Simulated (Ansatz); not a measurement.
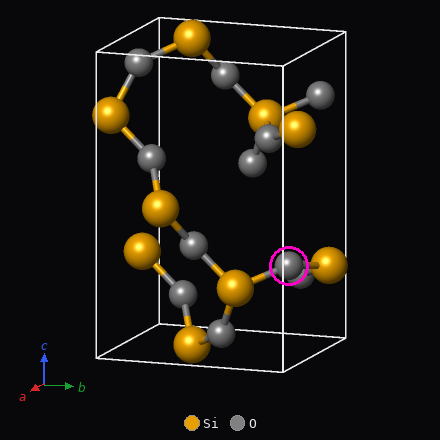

The system is SiO₂ (P3_221 phase) with one O vacancy (17 atoms in the cell, cell charge +2); the picture shows the reference structure. An atom moved over a plane that holds its own site and a neighbouring vacancy (x along [−1 0 1], y along [3 0 1], z along [0 1 0] of the conventional cell). First axis: path of O14 from its site (0) to the vacancy (1), 2.635 Å. Second axis: shift of O14 across the path, along a normal. Nothing is relaxed (all other atoms held at the sites of the perfect crystal). The grid has 11 × 9 points. At 24 points there is no value (left out of the scan, as a rule where atoms come close). Points are written as (first, second). Energies are in eV per cell, from the lowest grid point. The cell is charged on a uniform background, without a charge correction. All numbers below come from DFT PBE+D3(BJ), scalar-relativistic, plane waves, PAW (Ansatz 0.2.0). Settings: cutoff 420 eV, k-mesh 4×4×2, gaussian smearing 0.05 eV, no spin polarisation.

Range: path of O14 from its site (0) to the vacancy (1), 2.635 Å from −0.125 to 1.125; shift of O14 across the path, along a normal from −0.500 to 0.500 Å.

> What will the energy surface look like?

The lowest grid point is at (1.000, 0.000 Å) [nearest 2 Si at 1.63 Å]. Other grid points that lie below all their neighbours: (0.000, 0.000 Å) [nearest 2 Si at 1.63 Å] (0.16 eV higher). The highest grid point, (0.375, 0.125 Å) [nearest 1 Si at 1.10 Å], lies 14.5 eV above the lowest.

```
second ↓, first →  −0.125  0.000  0.125  0.250  0.375  0.500  0.625  0.750  0.875  1.000  1.125
            0.500     2.7    1.4    1.3    1.9    3.0    3.5    2.8    1.4    0.6    1.0    6.2
            0.375     2.8    0.8    0.9    2.3    4.7    5.9    4.5    1.9    0.4    0.6    5.9
            0.250     3.0    0.5    0.9    3.6    8.2   10.8    8.0    3.3    0.5    0.3    5.4
            0.125     3.4    0.2    1.2    6.1   14.5      –   14.4    5.8    0.9    0.1    4.6
            0.000     3.9    0.2    2.0   10.0      –      –      –    9.9    1.9    0.0    3.7
           −0.125     4.3    0.3    3.2      –      –      –      –      –    3.3    0.1    2.8
           −0.250     4.6    0.5    5.0      –      –      –      –      –    5.2    0.4    2.1
           −0.375     4.8    0.9    7.0      –      –      –      –      –    7.4    0.9    1.7
           −0.500     4.7    1.4    9.0      –      –      –      –      –    9.6    1.5    1.5
```

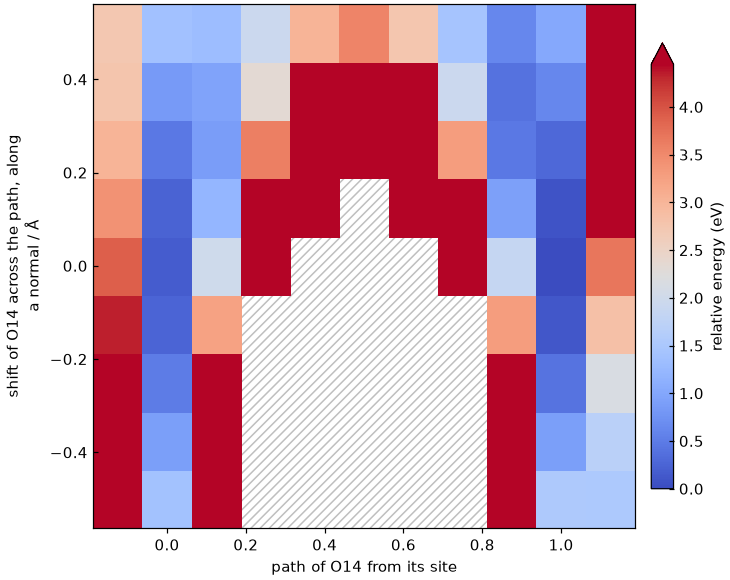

In the figure: one coloured cell a grid point, one colour for all values above the top of the scale, hatched blanks where no value was computed.

Each point was launched as `ansatz run input.yaml --threads 4 --pin off --max-ram 8192MiB --backend cpu --events-out ev --progress --plain --runs-dir out`. Time for the 75 points that were run: 10 min on 4 threads of Arm Neoverse V2, with other jobs on the host.

PAW datasets: the set soft_1.
